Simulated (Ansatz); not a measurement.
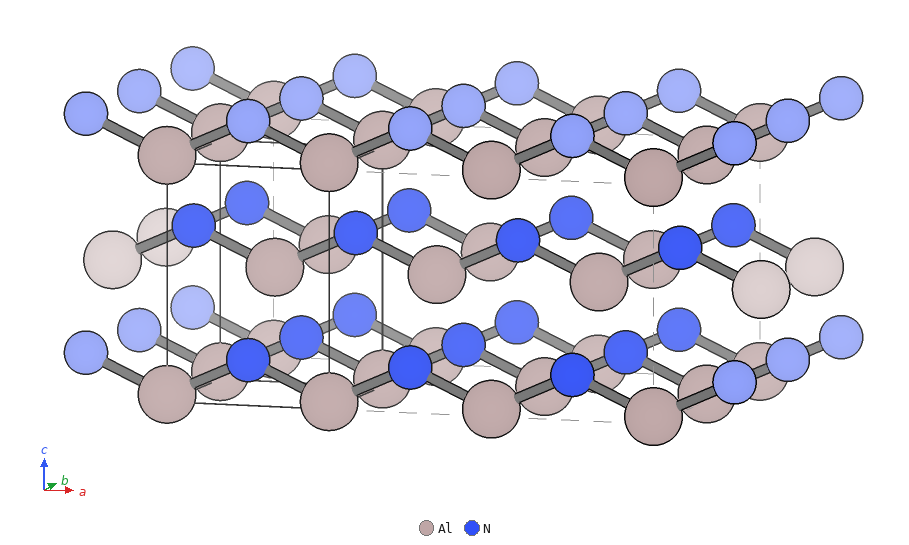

Drawn in the ball-and-stick manner and seen slightly off an axis. The picture spans 3×2×1 cells, one conventional unit cell being drawn with solid lines. Atoms just outside the outline that bond to atoms inside are added, in fainter colours. Cell: a = 3.089 Å, b = 3.089 Å, c = 4.368 Å, α = 90.00°, β = 90.00°, γ = 90.00°.

The solid is AlN. Space group: Imm2 (No. 44). Lattice: body-centred orthorhombic. With Z = 2, the cell contains 2 Al, 2 N. With the bonds drawn, the coordination numbers are Al 2 and N 2.

Provenance: a structure listed in the Materials Project. The cell was then strained or its atoms displaced on purpose. A calculation with Ansatz used it as input.

At this level of theory the cell isn't at rest (compressed, at 19 GPa and forces up to 5.0 eV/Å), so its distances can differ from those at equilibrium, the more so the softer the solid.
